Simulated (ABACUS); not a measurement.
**A series of single points on WC**

System: WC (P-6m2, 2 atoms in the cell).
Method: Kohn-Sham DFT of a periodic cell, PBE, PseudoDojo NC SR 0.4.1 PBE standard, no spin polarisation (ABACUS 3.10.1).

The 7 runs differ only in the geometry, by an even scaling of the cell at fixed fractional positions. The structure derives from an entry of the Crystallography Open Database.

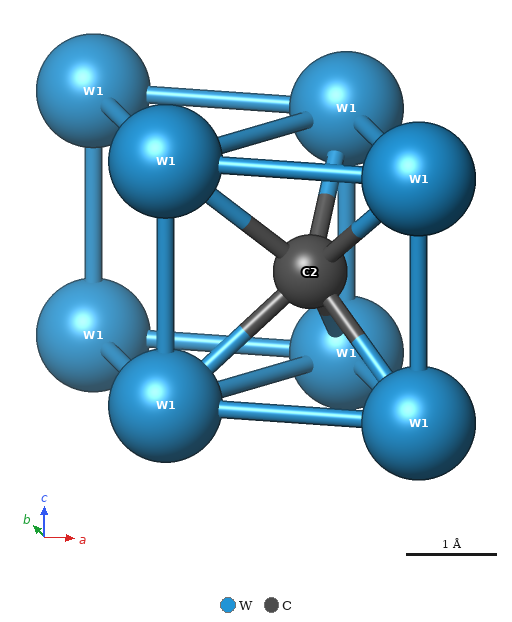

Figure 1. The structure of run 4 (ball-and-stick view of the cell of the calculation, seen slightly off an axis; atoms are numbered from 1 in the order of the input).

## Input file of run 4
```
INPUT_PARAMETERS
suffix              WC
calculation         scf
basis_type          pw
pseudo_dir          ./
symmetry            1
dft_functional      pbe
ecutwfc             82
pseudo_rcut         10
nspin               1
nbands              13
ks_solver           dav
smearing_method     fd
smearing_sigma      0.00367493
scf_thr             1e-08
scf_nmax            100
mixing_type         broyden
mixing_beta         0.7
cal_force           1
cal_stress          1
kpar                4
```

## File STRU of run 4
```
ATOMIC_SPECIES
W 183.8400 W.upf
C 12.0110 C.upf

LATTICE_CONSTANT
1.8897261246

LATTICE_VECTORS
2.9065000000 0.0000000000 0.0000000000
-1.4532500000 2.5171028361 0.0000000000
0.0000000000 0.0000000000 2.8366000000

ATOMIC_POSITIONS
Direct

W
0.0
1
0.0000000000 0.0000000000 0.0000000000 1 1 1

C
0.0
1
0.6666666667 0.3333333333 0.5000000000 1 1 1
```

## File KPT of run 4
```
K_POINTS
0
Gamma
10 10 9 0 0 0
```

Command:
```bash
OMP_NUM_THREADS=1 mpirun -np 4 abacus > log
```

Run 3 differs from it as follows:
```diff
-2.9065000000 0.0000000000 0.0000000000
--1.4532500000 2.5171028361 0.0000000000
-0.0000000000 0.0000000000 2.8366000000
+2.8869927008 0.0000000000 0.0000000000
+-1.4434963504 2.5002090195 0.0000000000
+0.0000000000 0.0000000000 2.8175618425
```

## Results, with one run withheld

| run | volume per atom (Å³) | free energy per atom, from the lowest run given (meV) | pressure (GPa) |
| --- | --- | --- | --- |
| 1 | 9.754 | 78.58 | 34.75 |
| 2 | 9.961 | 40.45 | 24.05 |
| 3 | 10.169 | ? | ? |
| 4 | 10.376 | 2.40 | 5.72 |
| 5 | 10.584 | 0.00 | −2.11 |
| 6 | 10.791 | 7.23 | −9.16 |
| 7 | 10.999 | 23.13 | −15.51 |

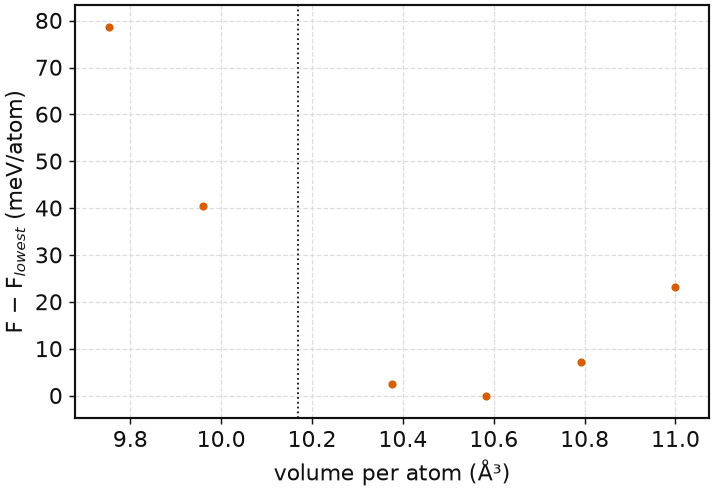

Figure 2. Free energy per atom of the runs given; the dotted line marks run 3.

Fit the runs given and predict run 3.

A cubic polynomial in V^(−2/3) (the Birch–Murnaghan form), fitted to the 6 runs given, misses them by at most 0.01 meV per atom. With x = V^(−2/3) − 0.20995 Å⁻², it reads F = 1.7452 + 2350.9 x + 6.6344e+05 x² + 6.5044e+05 x³ (meV per atom). At run 3 it gives 15.43 meV per atom, and the run itself gives 15.49. The slope of the fit gives a pressure −dF/dV of 14.51 GPa there, and the run prints 14.41 GPa. The two needn't agree exactly: the fit is approximate, and the printed stress is taken on a finite basis. The fit has its minimum at 10.528 Å³ per atom, where V d²F/dV² gives 387 GPa. Cell shape and fractional positions are held, so this is the stiffness under even scaling; the relaxed bulk modulus wasn't computed.

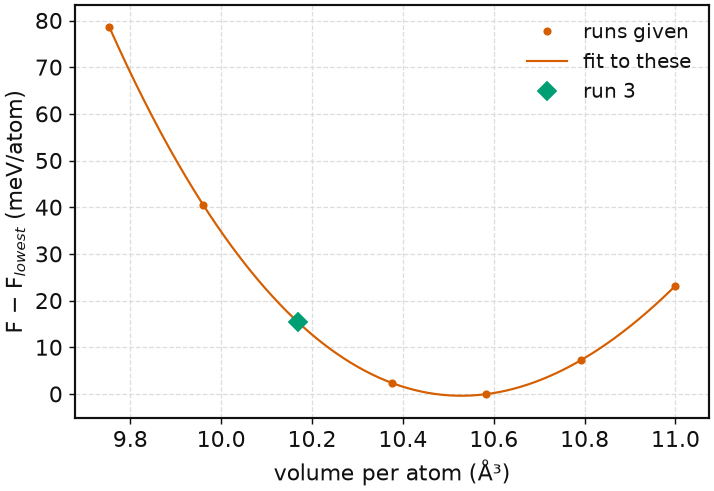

Figure 3. The fit and the withheld run.

## Some lines of the output (run 3)
```
[...]
                             Volume (A^3) = 20.3374
 E_Fermi        1.5885043175         21.6127100151
 E_Fermi        1.5284609955         20.7957787094
 E_Fermi        1.5480781988         21.0626844533
 E_Fermi        1.5444378118         21.0131544469
 E_Fermi        1.5444603418         21.0134609830
 E_Fermi        1.5447040506         21.0167768123
 E_Fermi        1.5446893419         21.0165766891
 E_KS(sigma->0) -163.7730802736      -2228.2470707328
 E_Fermi        1.5446803524         21.0164543807
 final etot is -2228.2480217 eV
 EFERMI = 21.016454381 eV
 TOTAL-PRESSURE: 144.099194 KBAR
 !FINAL_ETOT_IS -2228.2480217087409073 eV
```

Notes: Spin–orbit coupling is left out, which matters for W.
